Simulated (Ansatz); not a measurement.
System: a (010) slab cut from ZrSi₂ (Cmcm), of composition Zr₄Si₁₁ (not the bulk's), ended by Si planes, 15 atoms in the cell. Starting structure of the relaxation:

```
Si Zr
1.0
     3.65677    0.00000    0.00000
     0.00000    3.67426    0.00000
     0.00000    0.00000   33.57264
Si Zr
11 4
Direct
  0.25000 0.50000 0.25318
  0.75000 0.00000 0.25338
  0.25000 0.00000 0.33834
  0.75000 0.00000 0.38516
  0.25000 0.00000 0.47014
  0.75000 0.50000 0.47035
  0.25000 0.50000 0.55597
  0.75000 0.50000 0.60457
  0.25000 0.50000 0.68813
  0.75000 0.00000 0.68778
  0.75000 0.50000 0.72566
  0.75000 0.50000 0.31632
  0.25000 0.50000 0.40718
  0.75000 0.00000 0.53307
  0.25000 0.00000 0.62213
```

Method: DFT PBEsol, scalar-relativistic, plane waves, PAW, no spin polarisation, 8×8×1 k mesh (Ansatz).

What does the potential across the slab give for the work function?

The work function is 4.88 eV at the right face and 5.27 eV at the left. The vacuum levels differ by 0.39 eV, so the slab carries a dipole along its normal. Some atoms were held fixed in the relaxation, which can itself make the faces differ. The outermost atoms are 16.3 Å apart, which leaves 17.3 Å of vacuum in a cell 33.6 Å high.

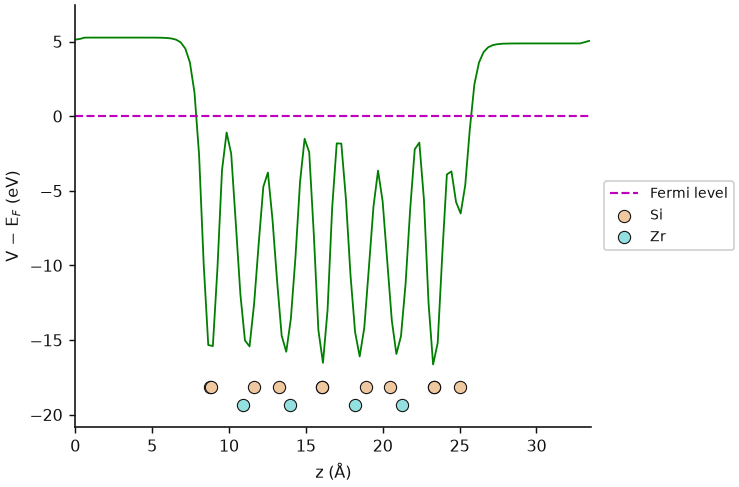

Plane-averaged electrostatic potential energy of an electron across the slab; circles at the bottom mark the heights of the atoms (positions after relaxation).
